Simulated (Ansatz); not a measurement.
## Energy of Rh along a strain of the cell

System: Rh (1 atom in the cell).
Method: DFT r2SCAN, scalar-relativistic, plane waves, PAW, no spin polarisation (Ansatz 0.2.0).

The 8 runs differ only in the geometry, by a strain of the cell at fixed fractional positions. Against run 5, the strain is εzz = η. The structure derives from an entry of the Crystallography Open Database.

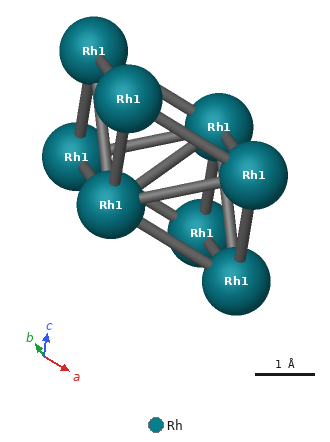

Figure 1. The structure of run 5 (ball-and-stick view of the reduced cell, seen slightly off an axis; atoms are numbered from 1 in the order of the input). An atom can appear more than once, as a periodic image.

**Input of run 5**
```yaml
crystal:
  lattice:
    - [0.0, 1.90155, 1.9205655]
    - [1.90155, 0.0, 1.9205655]
    - [1.90155, 1.90155, 0.0]
  atoms:
    - { symbol: Rh, position: [0.0, 0.0, 0.0] }
basis:
  ecutwfc: 500
kpoints:
  mp_grid: { grid: [22, 22, 22] }
hamiltonian:
  xc: r2scan
scf:
  occupations: { method: gaussian, width: 0.15 }
output:
  forces: true
  stress: true
  eigenvalues: true
```

Command:
```bash
ansatz run input.yaml --threads 1 --pin off --max-ram 2560MiB --backend cpu --events-out ev --progress --plain --runs-dir out
```

Lattice vectors (Å) and fractional positions of run 5:
```
   0.000000    1.901550    1.920565
   1.901550    0.000000    1.920565
   1.901550    1.901550    0.000000
Rh  0.000000  0.000000  0.000000
```

Run 7 differs from it as follows:
```diff
-    - [0.0, 1.90155, 1.9205655]
-    - [1.90155, 0.0, 1.9205655]
+    - [0.0, 1.90155, 1.934827125]
+    - [1.90155, 0.0, 1.934827125]
```

**Results, with one run withheld**

| run | strain parameter η (%) | free energy per atom, from the lowest run given (meV) | pressure (GPa) |
| --- | --- | --- | --- |
| 1 | −2.9703 | 6.61 | 5.36 |
| 2 | −1.9802 | 1.18 | 2.26 |
| 3 | −1.4851 | 0.00 | 0.79 |
| 4 | −0.4950 | 0.53 | −2.00 |
| 5 | 0.0000 | 2.19 | −3.32 |
| 6 | 0.4950 | 4.73 | −4.59 |
| 7 | 0.7426 | ? | ? |
| 8 | 0.9901 | 8.12 | −5.81 |

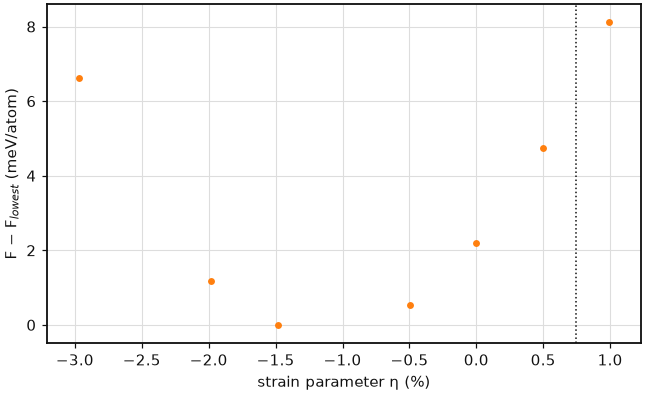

Figure 2. Free energy per atom of the runs given; the dotted line marks run 7.

What should run 7 give?

A cubic polynomial in the coordinate, fitted to the 7 runs given, misses them by under 0.01 meV per atom. With x = η + 0.7779, it reads F = −0.0046308 + 1.3652 x + 1.9039 x² − 0.043332 x³ (meV per atom). At run 7 it gives 6.32 meV per atom, and the run itself gives 6.32. The fit has its minimum at η = −1.1321 %.

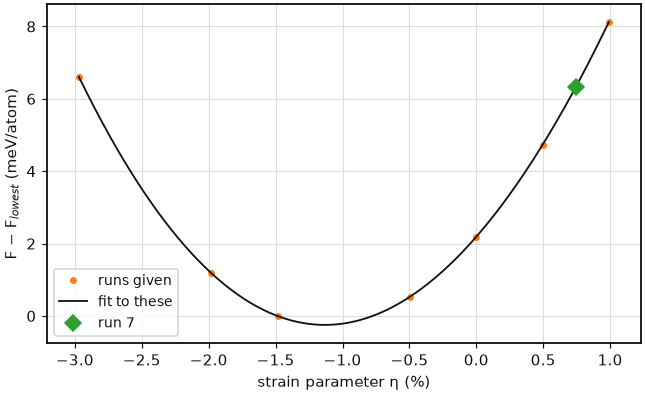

Figure 3. The fit and the withheld run.

**Output, shortened to warnings, some set-up lines, iterations and results (run 7)**
```
Basis set: ecut = 500 eV, 339 PW (Γ), exchange–correlation on 80×80×80 points (64 copies of the dense FFT grid, shifted against one another)
Symmetry: 16 space group operations
k-points: 834 of 10648
Initial density: superposition of atomic densities (neutral atoms: chi_scale 0, normalization atom), corrected by the library's trained network
[...]
SCF iter   1: F=—  HF=-6415.262864 eV  |F-HF|=—  |Δ(HF+E_count)|=         —  Δρ=1.02e-2  dr2=3.93e-3  dr2_τ=9.23e-3  ethr=1.77e-3  ⟨swp⟩=5.0  Hψ=60921  notcnv=0
SCF iter   2: F=—  HF=-6415.273435 eV  |F-HF|=—  |Δ(HF+E_count)|=   1.06e-2  Δρ=5.51e-3  dr2=1.21e-3  dr2_τ=1.94e-4  ethr=2.31e-5  ⟨swp⟩=2.1  Hψ=22122  notcnv=0
SCF iter   3: F=—  HF=-6415.273799 eV  |F-HF|=—  |Δ(HF+E_count)|=   3.64e-4  Δρ=5.34e-4  dr2=2.91e-5  dr2_τ=7.87e-6  ethr=7.13e-6  ⟨swp⟩=2.6  Hψ=17821  notcnv=0
SCF iter   4: F=—  HF=-6415.273816 eV  |F-HF|=—  |Δ(HF+E_count)|=   1.65e-5  Δρ=2.23e-4  dr2=4.04e-6  dr2_τ=9.33e-7  ethr=1.71e-7  ⟨swp⟩=2.0  Hψ=15537  notcnv=0
SCF iter   5: F=—  HF=-6415.273816 eV  |F-HF|=—  |Δ(HF+E_count)|=   1.67e-7  Δρ=7.91e-5  dr2=4.34e-7  dr2_τ=6.56e-8  ethr=2.38e-8  ⟨swp⟩=2.4  Hψ=16559  notcnv=0
SCF iter   6: F=-6415.273817 eV  HF=-6415.273817 eV  |F-HF|=9.41e-9  |Δ(HF+E_count)|=   8.97e-7  Δρ=9.03e-6  dr2=4.57e-9  dr2_τ=1.75e-9  ethr=5.88e-10  ⟨swp⟩=5.5  Hψ=50780  …
SCF 1 converged in 6 iterations: F = -6415.273817 eV  dr2 = 4.57e-9
SCF converged after 6 iterations
Free energy (F): -6415.273817 eV
Harris-Foulkes:  -6415.273817 eV  (|F-HF|=9.41e-9)
Internal energy: -6415.258868 eV  (E = F + TS)
E sigma→0 (E₀):  -6415.266342 eV
Entropy (-TS):   -0.014949 eV (-14.949 meV/atom)
Fermi energy:    21.697713 eV
--- Per-component energies (eV) ---
  E_band       = -109.810437
  E_kinetic    = 572.545366
  E_local      = -1585.619406  (includes V_loc(G=0)·N_el)
  E_nonlocal   = 355.363267
  E_hartree    = 557.558844
  E_xc         = -216.565007
  E_vxc        = -313.762099  (∫ρ·V_xc dr)
  E_paw        = -3604.183996  (= ΣΔE_a)
  E_vpaw       = -274.690024  (= ΣTr[D̂ρ^β])
  E_aug_tail   = 0.000698  (compensation charges beyond the density's cutoff)
  E_vtau       = 21.232325  (kinetic-family band-sum trace: ∫τ·v_τ [+ j·A + Jᵃ·Aᵃ] dr)
  E_ewald      = -2493.988675
  E_core_change = -0.369959  (= ΣΔE_core)
  E_smearing   = -0.014949  (= −TS)
  E_closure    = 0.000000  (closes the sum)
  Σ components = -6415.273817   (vs F -6415.273817, Δ=0.00e0)
--- Forces (eV/Å), atoms counted from 1 ---
  atom   1  Rh    -0.00000000     0.00000000    -0.00000000
  max |Σ_I F_I| component: 2.47e-32 eV/Å
--- Stress (GPa, compression-positive) ---
       -3.847855       0.000000       0.000000
        0.000000      -3.847855       0.000000
        0.000000       0.000000      -7.914807
  P = ⅓ Tr σ = -5.2035 GPa (-52.035 kbar)
```
